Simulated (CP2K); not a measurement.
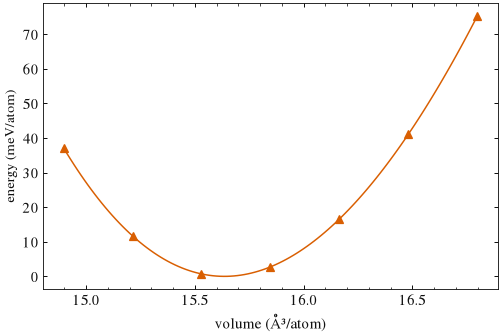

Plotted: energy against volume.

Calculation (CP2K 2026.2): DFT in Gaussian orbitals with a plane-wave density, no spin polarisation; energies at scaled volumes of the given cell, shape and fractions fixed, counted from the fit's minimum, third-order Birch-Murnaghan fit. Level: r2SCAN.

For which of these solids was it computed?
A. W, Im-3m (No. 229)
B. ZrS, Fm-3m (No. 225)
C. AlRu, Pm-3m (No. 221)

Answer. A, W: energy from 0.71 meV/atom to 75.26 meV/atom, V0 15.64 Å³/atom, B0 314 GPa. The others give: AlRu, energy from 0.16 meV/atom to 60.26 meV/atom, V0 13.6 Å³/atom, B0 222 GPa; ZrS, energy from 0.67 meV/atom to 34.14 meV/atom, V0 17.92 Å³/atom, B0 142 GPa.
